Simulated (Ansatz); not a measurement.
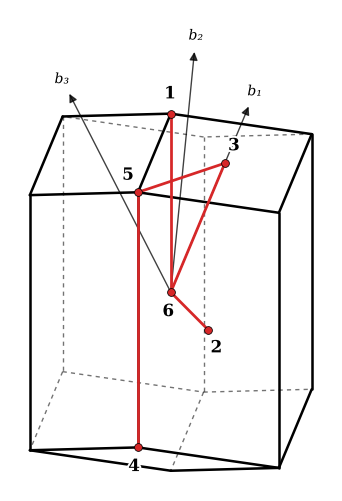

For S, coordinates from a relaxation with DFT PBEsol, scalar-relativistic, plane waves, PAW in Ansatz: the first Brillouin zone of a rhombohedral lattice (hR; extended symbol hR2) is drawn with its special points numbered. Geometry calculated from the standardised cell; symmetry tolerance 0.002 Å.

a = 10.420 Å, b = 10.420 Å, c = 4.375 Å, α = 90.00°, β = 90.00°, γ = 120.00°.

Labels and path follow the convention of Hinuma et al. (2017), as computed by seekpath; the arrows show the directions of the reciprocal primitive vectors b₁, b₂, b₃, in which coordinates are given.

### Give the label and coordinates of each numbered point.

```
no.  label             coordinates
  1     P₂   (0.206, 0.206, 0.206)
  2      F          (1/2, −1/2, 0)
  3      L             (1/2, 0, 0)
  4     P₀  (0.206, −0.794, 0.206)
  5      T        (1/2, −1/2, 1/2)
  6      Γ               (0, 0, 0)
```
